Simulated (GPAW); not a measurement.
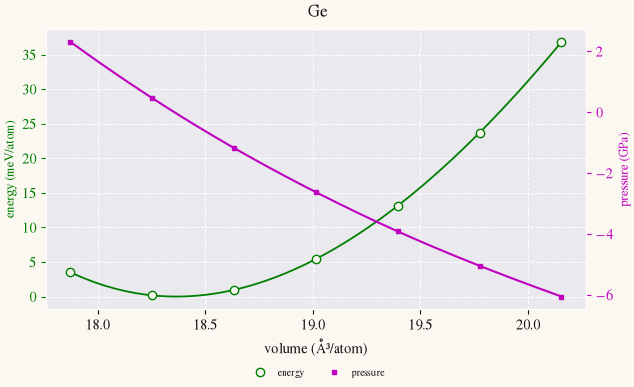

Caption: Energy and pressure against volume for Ge, space group Imma (No. 74).

A third-order Birch–Murnaghan fit gives V0 = 18.36 Å³/atom, B0 = 81.2 GPa and B′ = 4.9. The energy is 3.52 meV/atom at volume 17.87 Å³/atom and 36.84 meV/atom at 20.16 Å³/atom; the lowest computed point is at volume 18.25 Å³/atom (0.18 meV/atom). The pressure falls from 2.31 GPa at volume 17.87 Å³/atom to −6.06 GPa at 20.16 Å³/atom, and changes sign near 18.36 Å³/atom.

How it was computed, with GPAW 26.7.0: PAW DFT in plane waves, on a grid or in atomic orbitals, no spin polarisation; energies at scaled volumes of the given cell, shape and fractions fixed, counted from the fit's minimum, third-order Birch-Murnaghan fit. Level: PBEsol.

- k mesh: 11×11×11
- occupations: Fermi–Dirac
- smearing width: 0.05 eV
- potentials: PAW data sets made by gpaw setup for the functional
- wave cutoff: 600 eV
- program settings: basis pw

Cell as given: a = 3.914 Å, b = 3.914 Å, c = 3.914 Å, α = 100.77°, β = 94.74°, γ = 136.93°; 2 atoms.

Note: shape and atomic fractions are frozen while scaling, which makes layered, chain and framework solids too stiff.
